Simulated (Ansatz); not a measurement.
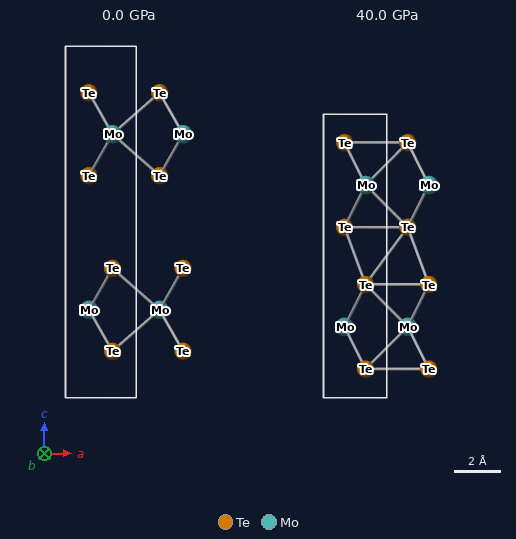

Crystalline Te$_{2}$Mo (set up in P6_3/mmc), relaxed (cell and atoms) at several target pressures. The picture shows the first and the last member. The picture is a ball-and-stick view of the cell of the calculation, repeated 2 × 1 × 1 with one cell outlined, seen along the b axis.

Computed with Ansatz 0.2.0: DFT PBE, scalar-relativistic, plane waves, PAW. (plane-wave cutoff 420 eV; k-point mesh 12 × 12 × 2 at 0.0 to 5.0, 12 × 12 × 4 at 10.0 to 40.0 GPa; occupations gaussian; smearing width 0.1 eV; no spin polarisation; cell and atoms relaxed; force threshold 0.008 eV/Å)

```csv
pressure (GPa),volume (Å³/atom),a (Å),c (Å)
0.0,27.993,3.557,15.332
2.0,25.098,3.522,14.015
5.0,23.628,3.478,13.536
10.0,22.154,3.416,13.157
20.0,?,?,?
40.0,18.134,3.186,12.374
```

**Estimate the missing row from the others, and compare with the calculation.**

Murnaghan's form V = V₀(1 + B′P/B₀)^(−1/B′), with V₀ = 27.993 Å³ from the row at zero pressure, fits the other rows with B₀ = 14.8 GPa and B′ = 7.04 (largest miss 0.359 Å³). At 20.0 GPa it gives 27.993 × (1 + 7.04 × 20.0/14.8)^(−1/7.04) = 20.041 Å³ per atom. One smooth curve fits the rows poorly, so the structure changes its way of compressing along the series. The calculation gives 20.257 Å³/atom (a = 3.321 Å, c = 12.722 Å). The estimate is 0.216 Å³/atom too low. From the first member to the last: Te–Te 4.541 → 3.100 Å, Te–Te 3.557 → 3.186 Å, Mo–Te 2.736 → 2.606 Å. New bonds form, among them: Te–Te (4.54 → 3.10 Å).

The whole series:

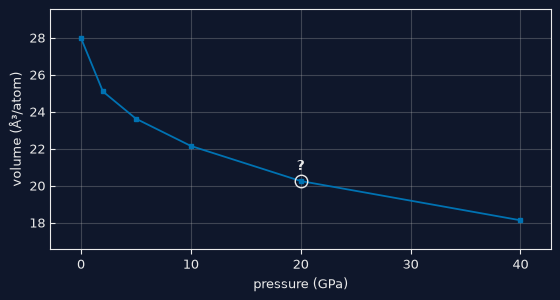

Each member starts from this one structure; whether another phase lies lower wasn't checked.

Limits of the set-up: layers or molecules are held without a dispersion correction, so their spacing is unreliable.
